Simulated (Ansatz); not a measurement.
## Electronic structure of AlNi$_{3}$ in real space

Input

```
crystal:
  lattice:
    - [3.5230547267, 0.0, 0.0]
    - [0.0, 3.5230547267, 0.0]
    - [0.0, 0.0, 3.5230547267]
  atoms:
    - { symbol: Ni, position: [0.5, 0.5, 0.0], spin: 1.0 }
    - { symbol: Ni, position: [0.5, 0.0, 0.5], spin: 1.0 }
    - { symbol: Ni, position: [0.0, 0.5, 0.5], spin: 1.0 }
    - { symbol: Al, position: [0.0, 0.0, 0.0] }
hamiltonian:
  xc: pbe
  pseudopotentials: { kind: paw }
magnetization:
  spin_polarized: true
kpoints:
  mp_grid: { grid: [8, 8, 8] }
scf:
  occupations: { method: gaussian, width: 0.021 }
output:
  forces: true
  stress: true
  eigenvalues: true
  write_density: true
  write_potential: true
  elf: true
  volumetric_format: npy
```

Launched as:

```sh
ansatz run input.yaml --threads 2 --pin off --max-ram 5632MiB --backend cpu --events-out ev --progress --plain --runs-dir out
```

Below, planes, directions and counts refer to the conventional cell (a = 3.52 Å, b = 3.52 Å, c = 3.52 Å, α = 90.00°, β = 90.00°, γ = 90.00°).

Space group Pm-3m; a structure from a database of computed crystals, not necessarily the ambient phase; computed pressure about 7 GPa in this cell; spin-polarised.

Computed with Kohn-Sham DFT of a periodic cell, PBE, Ansatz PAW (Ansatz 0.2.0).

Core electrons are frozen (PAW), and the valence fields are smoothed inside the atomic spheres.

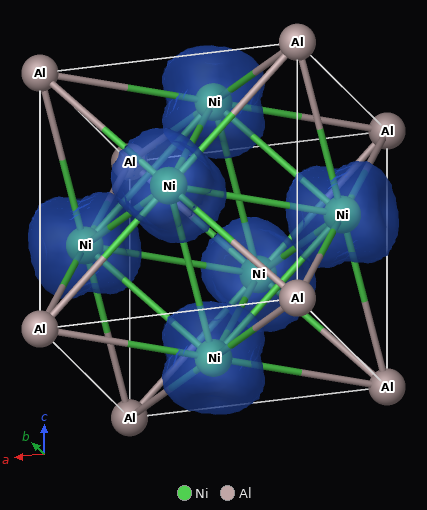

Figure 1. Isosurfaces of the magnetisation density (up minus down) at +0.04 (blue) and −0.04 e/Å³ (red), seen at an oblique angle. Sticks mark near contacts.

Describe the spin distribution.

The spin density sits on Ni: +0.3 μB (×3) in one cell of 4 atoms: parallel moments (a ferromagnetic arrangement) in this solution. The cell of the calculation (4 atoms) carries 0.8 μB of net spin moment. Only one sign reaches the isovalue.

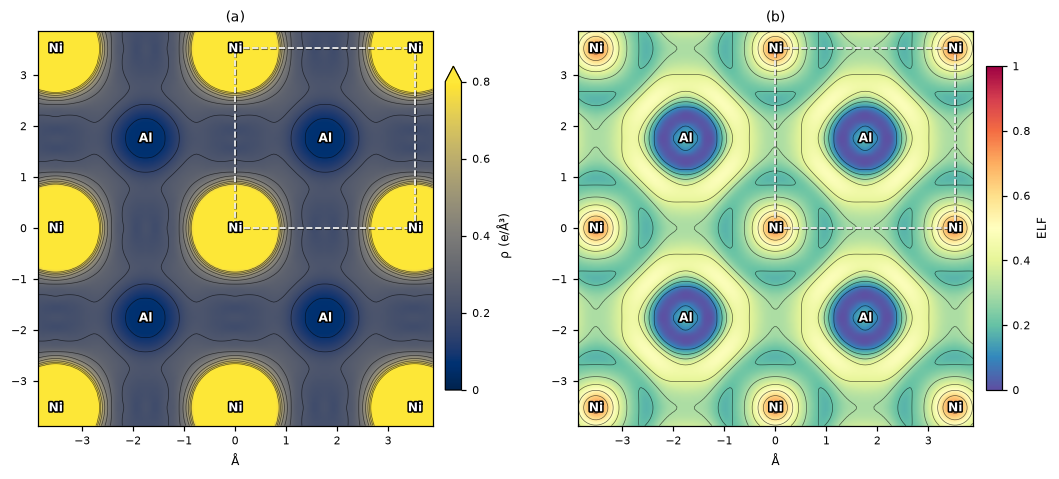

Figure 2. (a) valence charge density (pseudo); (b) electron localisation function on the (001) plane of the conventional cell.

What do the fields say about this system?

Atoms in the plane: Ni and Al.
Al–Ni (2.49 Å): ρ at the midpoint is about 0.3 e/Å³; the ELF is about 0.35 at the midpoint.
Between the atoms the lowest density in this plane is 0.19 e/Å³.
The features right at Ni lie inside the PAW spheres, where the map follows smoothed inner orbitals and isn't to be read closely.
